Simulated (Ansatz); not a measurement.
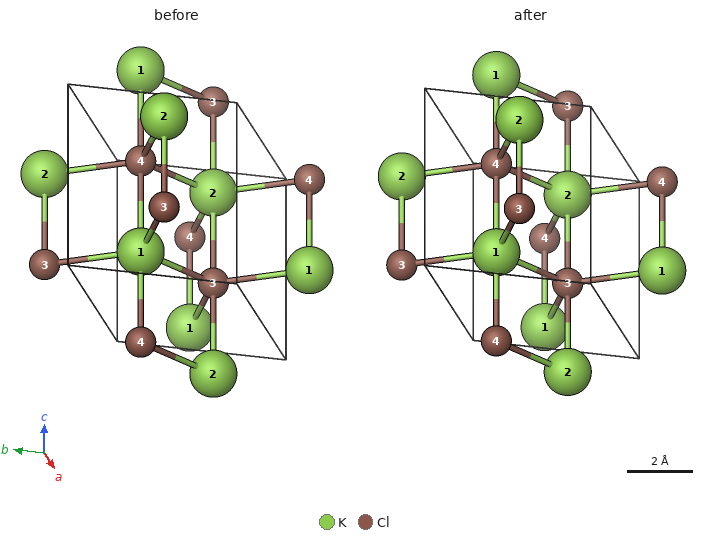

The structure of crystalline KCl (built on the h-MgO (five-fold) type) before (left) and after (right) a relaxation, at one scale.

Style: ball-and-stick. Shown: the cell of the calculation, from a free direction.

These are results of DFT, PBEsol, plane waves, PAW (Ansatz), not measurements. (plane-wave cutoff 420 eV; k-point mesh 6 × 6 × 4; occupations fermi dirac; smearing width 0.02 eV; no spin polarisation; cell and atoms relaxed; force threshold 0.005 eV/Å)

Q: Summarise the run.

A: The atoms keep their places relative to the cell (all moves are under 0.005 Å). Cell: a = b 5.392 → 5.300 Å (−1.7 %), c 6.324 → 6.188 Å (−2.1 %). Volume −5.5 %. Among the contacts that change: K1–Cl4 3.162 → 3.094 Å, K1–Cl3 3.113 → 3.060 Å. The space group stays P6_3/mmc (No. 194). Over 3 accepted moves (4 points after the start) the energy falls by 20.9 meV per cell of the calculation. All forces vanish by symmetry, so only the cell relaxes. The pressure goes from −0.71 to 0.00 GPa. The SCF was repeated once at an unchanged geometry on a basis and grid sized afresh for the cell, which shifted the energy by less than 0.05 meV per cell of the calculation at most.
